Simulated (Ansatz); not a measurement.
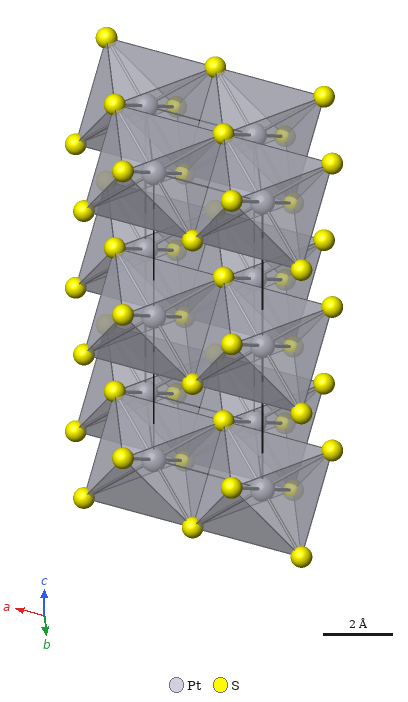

The structure (polyhedral view of the cell of the calculation, seen at an oblique angle; polyhedra are completed across the faces of the cell).

## PtS$_{2}$: single-point calculation (part 1 of 3)

System: PtS$_{2}$ (P-3m1, 6 atoms in the cell).
Method: DFT LDA+U+J, non-collinear, scalar-relativistic, plane waves, PAW, U = 5 eV, J = 0.9 eV on Pt atom 1 d; U = 5 eV, J = 0.9 eV on Pt atom 4 d (Ansatz 0.2.0).

The structure derives from an entry of the Crystallography Open Database. It belongs to a series of runs on one base structure; here: canted directions held. Figures and captions count atoms from 1; the log counts them from 0 in places.

## Input
```yaml
crystal:
  lattice:
    - [3.54319954, 0.0, 0.0]
    - [-1.77159977, 3.06850081, 0.0]
    - [0.0, 0.0, 10.07760018]
  atoms:
    - { symbol: Pt, position: [0.0, 0.0, 0.0], spin: 4.0, spin_axis: [0.0, 0.0, 1.0] }
    - { symbol: S, position: [0.3333333333, 0.6666666667, 0.125] }
    - { symbol: S, position: [0.6666666667, 0.3333333333, 0.375] }
    - { symbol: Pt, position: [0.0, 0.0, 0.5], spin: 4.0, spin_axis: [0.5, 0.0, 0.866025] }
    - { symbol: S, position: [0.3333333333, 0.6666666667, 0.625] }
    - { symbol: S, position: [0.6666666667, 0.3333333333, 0.875] }
basis:
  ecutwfc: 420
  ecutrho_ratio: 4
kpoints:
  mp_grid: { grid: [6, 6, 2] }
hamiltonian:
  xc: lda
  hubbard:
    sites:
      - { site: 0, l: d, u: 5.0, j: 0.9, starting_ns: [{ occupation_matrix: s0 }] }
      - { site: 3, l: d, u: 5.0, j: 0.9, starting_ns: [{ occupation_matrix: s3 }] }
    occupation_matrices:
      s0:
        spinor_matrix:
          - [[0.97, 0.0], [0.0, 0.0], [0.0, 0.0], [0.0, 0.0], [0.0, 0.0], [0.0, 0.0], [0.0, 0.0], [0.0, 0.0], [0.0, 0.0], [0.0, 0.0]]
          - [[0.0, 0.0], [0.97, 0.0], [0.0, 0.0], [0.0, 0.0], [0.0, 0.0], [0.0, 0.0], [0.0, 0.0], [0.0, 0.0], [0.0, 0.0], [0.0, 0.0]]
          - [[0.0, 0.0], [0.0, 0.0], [0.97, 0.0], [0.0, 0.0], [0.0, 0.0], [0.0, 0.0], [0.0, 0.0], [0.0, 0.0], [0.0, 0.0], [0.0, 0.0]]
          - [[0.0, 0.0], [0.0, 0.0], [0.0, 0.0], [0.97, 0.0], [0.0, 0.0], [0.0, 0.0], [0.0, 0.0], [0.0, 0.0], [0.0, 0.0], [0.0, 0.0]]
          - [[0.0, 0.0], [0.0, 0.0], [0.0, 0.0], [0.0, 0.0], [0.97, 0.0], [0.0, 0.0], [0.0, 0.0], [0.0, 0.0], [0.0, 0.0], [0.0, 0.0]]
          - [[0.0, 0.0], [0.0, 0.0], [0.0, 0.0], [0.0, 0.0], [0.0, 0.0], [0.02, 0.0], [0.0, 0.0], [0.0, 0.0], [0.0, 0.0], [0.0, 0.0]]
          - [[0.0, 0.0], [0.0, 0.0], [0.0, 0.0], [0.0, 0.0], [0.0, 0.0], [0.0, 0.0], [0.35618, 0.0], [0.0, 0.0], [0.0, 0.0], [-0.45426, 0.0]]
          - [[0.0, 0.0], [0.0, 0.0], [0.0, 0.0], [0.0, 0.0], [0.0, 0.0], [0.0, 0.0], [0.0, 0.0], [0.02, 0.0], [0.0, 0.0], [0.0, 0.0]]
          - [[0.0, 0.0], [0.0, 0.0], [0.0, 0.0], [0.0, 0.0], [0.0, 0.0], [0.0, 0.0], [0.0, 0.0], [0.0, 0.0], [0.02, 0.0], [0.0, 0.0]]
          - [[0.0, 0.0], [0.0, 0.0], [0.0, 0.0], [0.0, 0.0], [0.0, 0.0], [0.0, 0.0], [-0.45426, 0.0], [0.0, 0.0], [0.0, 0.0], [0.63382, 0.0]]
      s3:
        spinor_matrix:
          - [[0.90636, 0.0], [0.0, 0.0], [0.0, 0.0], [0.0, 0.0], [0.0, 0.0], [0.2375, 0.0], [0.0, 0.0], [0.0, 0.0], [0.0, 0.0], [0.0, 0.0]]
          - [[0.0, 0.0], [0.92888, 0.0], [0.0, 0.0], [0.0, 0.0], [-0.03043, 0.0], [0.0, 0.0], [0.15346, 0.0], [0.0, 0.0], [0.0, 0.0], [0.11357, 0.0]]
          - [[0.0, 0.0], [0.0, 0.0], [0.90636, 0.0], [0.0, 0.0], [0.0, 0.0], [0.0, 0.0], [0.0, 0.0], [0.2375, 0.0], [0.0, 0.0], [0.0, 0.0]]
          - [[0.0, 0.0], [0.0, 0.0], [0.0, 0.0], [0.90636, 0.0], [0.0, 0.0], [0.0, 0.0], [0.0, 0.0], [0.0, 0.0], [0.2375, 0.0], [0.0, 0.0]]
          - [[0.0, 0.0], [-0.03043, 0.0], [0.0, 0.0], [0.0, 0.0], [0.94748, 0.0], [0.0, 0.0], [0.11357, 0.0], [0.0, 0.0], [0.0, 0.0], [0.08404, 0.0]]
          - [[0.2375, 0.0], [0.0, 0.0], [0.0, 0.0], [0.0, 0.0], [0.0, 0.0], [0.08364, 0.0], [0.0, 0.0], [0.0, 0.0], [0.0, 0.0], [0.0, 0.0]]
          - [[0.0, 0.0], [0.15346, 0.0], [0.0, 0.0], [0.0, 0.0], [0.11357, 0.0], [0.0, 0.0], [0.39729, 0.0], [0.0, 0.0], [0.0, 0.0], [-0.42383, 0.0]]
          - [[0.0, 0.0], [0.0, 0.0], [0.2375, 0.0], [0.0, 0.0], [0.0, 0.0], [0.0, 0.0], [0.0, 0.0], [0.08364, 0.0], [0.0, 0.0], [0.0, 0.0]]
          - [[0.0, 0.0], [0.0, 0.0], [0.0, 0.0], [0.2375, 0.0], [0.0, 0.0], [0.0, 0.0], [0.0, 0.0], [0.0, 0.0], [0.08364, 0.0], [0.0, 0.0]]
          - [[0.0, 0.0], [0.11357, 0.0], [0.0, 0.0], [0.0, 0.0], [0.08404, 0.0], [0.0, 0.0], [-0.42383, 0.0], [0.0, 0.0], [0.0, 0.0], [0.65634, 0.0]]
    ns_hold: { iters: 8 }
scf:
  occupations: { method: gaussian, width: 0.05 }
  lower_state_search: "off"
  max_iter: 150
output:
  forces: true
  stress: true
  eigenvalues: true
  populations: true
  hubbard: { sites: [{ site: 0, l: d }, { site: 3, l: d }] }
  write_density: true
  write_potential: true
  elf: true
  volumetric_format: npy
magnetization:
  noncollinear: true
  spin_orbit: false
  spin_locking: { lock_directions: true }
```

Machine: 4 threads of Arm Neoverse V2, 24 GiB of memory available, shared host.

Launch command:
```bash
ansatz run input.yaml --threads 4 --pin off --max-ram 6144MiB --backend cpu --events-out ev --progress --plain --runs-dir out
```

## The program's output
```
Warning: output.stress: scf.convergence.dr2_threshold = 1e-7 eV (the SCF's general default) is looser than the 6e-10 eV advised for a printed stress (1e-10 eV for each atom of the cell: 6). What an SCF threshold leaves in a stress goes as its square root, and in the free energy as the threshold itself, and one threshold admits the most on a small cell: of the crystals measured, under no hybrid functional and no lock of the moments, on runs that ended without the residual-converged pass, on stresses that held no estimate of that error, the worst erred by over 100 MPa in a component at 1e-7 eV an atom and by under 5 at 1e-10. Set scf.convergence.dr2_threshold to 6e-10 eV or tighter. The threshold is an SCF's pass mark: one that does not reach it within its budget of iterations ends unconverged, or closes short of it on a stop that the run arms, and scf.convergence.dr2_threshold's page says what that costs each kind of run
Warning: output.stress: the lock of the moments that magnetization.spin_locking holds to the close lets an SCF meet its threshold on dr2 anywhere within the lock's freeze window, and the stress can move with the moments there: no threshold on dr2 bounds that. The window is the square root of the freeze energy over magnetization.spin_locking.lambda. Set magnetization.spin_locking.freeze_energy_tol to 1e-7 of magnetization.spin_locking.lambda or tighter (1e-7 eV at magnetization.spin_locking.lambda's default), and hold the SCF's own gates tight with it: the threshold on dr2 and, on a non-collinear run, whose gate on the magnetisation can be let go, scf.convergence.magnetization_residual_energy_tol, under 2e-7 eV over the cell's volume in cubic angstroms (a run under these bars is not thereby shown to hold its stress)
Pt: projections on atomic orbitals take those of the free atom [Kr 4d10 4f14] 5s2 5p6 5d9 6s1, of charge +0.00 (hamiltonian.pseudopotentials.projection_atoms); the dataset's partial waves leave at most 9.1e-5 of an orbital's norm unspanned inside its sphere
S: projections on atomic orbitals take those of the free atom [Ne] 3s2 3p4, of charge +0.00 (hamiltonian.pseudopotentials.projection_atoms); the dataset's partial waves leave at most 1.6e-7 of an orbital's norm unspanned inside its sphere
Engine: ansatz 0.2.0, aarch64-unknown-linux-gnu
Pseudopotentials: kind: paw
Pseudopotential: Pt, paw, valence charge 18, recommended cutoff 420 eV (normal), Pt.paw.azcp
Pseudopotential: S, paw, valence charge 6, recommended cutoff 420 eV (normal), S.paw.azcp
Functional definition: SPW92
  exchange = slater_x
  correlation = pw_c
Crystal: 6 atoms, lattice volume = 109.567 Å³
Basis set: ecut = 420 eV, 2091 PW (Γ)
Bands: 72, of which v1, the nominal top of the filled ones, is band 60 counted from 1 (59 counted from 0)
Symmetry: 2 space group operations
Magnetic group: BNS 2.4 (UNI 4), of the structure as read, at distance tolerance 4.8e-5 Å
k-points: 40 of 72
Non-local potential: Pt, projectors of the file, l = 0: 3, l = 1: 2, l = 2: 2, l = 3: 1
Non-local potential: S, projectors of the file, l = 0: 2, l = 1: 2, l = 2: 2
PAW form: soft (Blöchl's): semilocal exchange-correlation on the pseudo side does not see the compensation charge
PAW frozen core: Pt, regenerated for the run's functional, and the local potential with it (the file was generated under x = pbe(κ = 0.804, μ = 0.2195149727645171), c = pbe(β = 0.06672455060314922))
PAW frozen core: S, regenerated for the run's functional, and the local potential with it (the file was generated under x = pbe(κ = 0.804, μ = 0.2195149727645171), c = pbe(β = 0.06672455060314922))
PAW one-centre angular grid: Pt, 590 points (default); XC on 64 Gauss nodes
PAW one-centre angular grid: S, 110 points (default); XC on 64 Gauss nodes
Initial density: superposition of atomic densities (chi_scale 0.1, normalization cell)
Starting moments: Σ|m| = 8 μB on 2 of 6 sites
Initial wavefunctions: pseudopotential atomic-orbital guess
Functional: x = slater, c = lda
```
